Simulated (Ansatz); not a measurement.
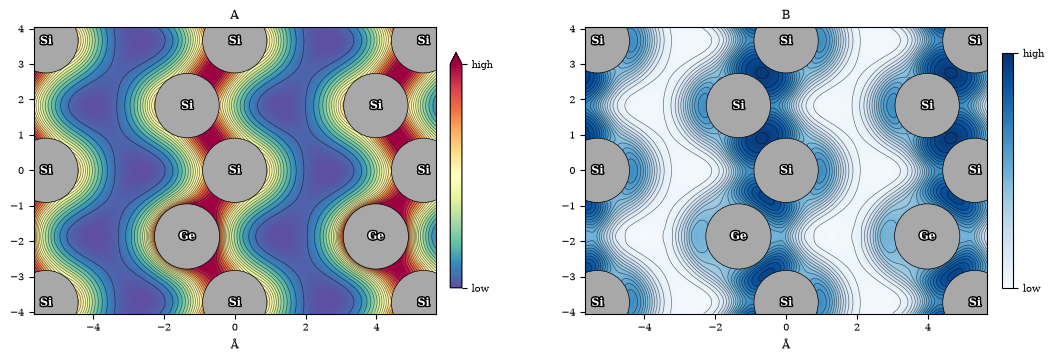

Si$_{7}$Ge: 2 fields on the (101̄) plane of the conventional cell, with unlabelled colour scales. Grey discs cover the atomic cores.

Space group P-42m; a point of a scan over the structure, not its minimum; a structure from a database of computed crystals, not necessarily the ambient phase; computed pressure about 13 GPa in this cell; PAW files of the earlier set (soft_1).

The calculation used DFT PBEsol, scalar-relativistic, plane waves, PAW in Ansatz 0.2.0.

```
CELL_PARAMETERS angstrom
5.32847 0.00000 0.00000
0.00000 5.32847 0.00000
0.00000 0.00000 5.11852
ATOMIC_POSITIONS crystal
Si 0.25260 0.25260 0.25260
Si 0.00000 0.50000 0.50000
Si 0.50000 0.50000 0.00000
Si 0.50000 0.00000 0.50000
Si 0.74740 0.25260 0.74740
Si 0.74740 0.74740 0.25260
Si 0.25260 0.74740 0.74740
Ge 0.00000 0.00000 0.00000
```

### Match the panels to the quantities (electron localisation function and valence pseudo-density).

Panel A: valence pseudo-density. Panel B: electron localisation function. From the grid: Si–Si (2.27 Å): ρ at the midpoint is about 0.63 e/Å³; the ELF peaks at about 0.95 between the atoms. Si–Ge (2.30 Å): ρ is about 0.61 e/Å³ halfway; the ELF peaks at about 0.90 between the atoms.
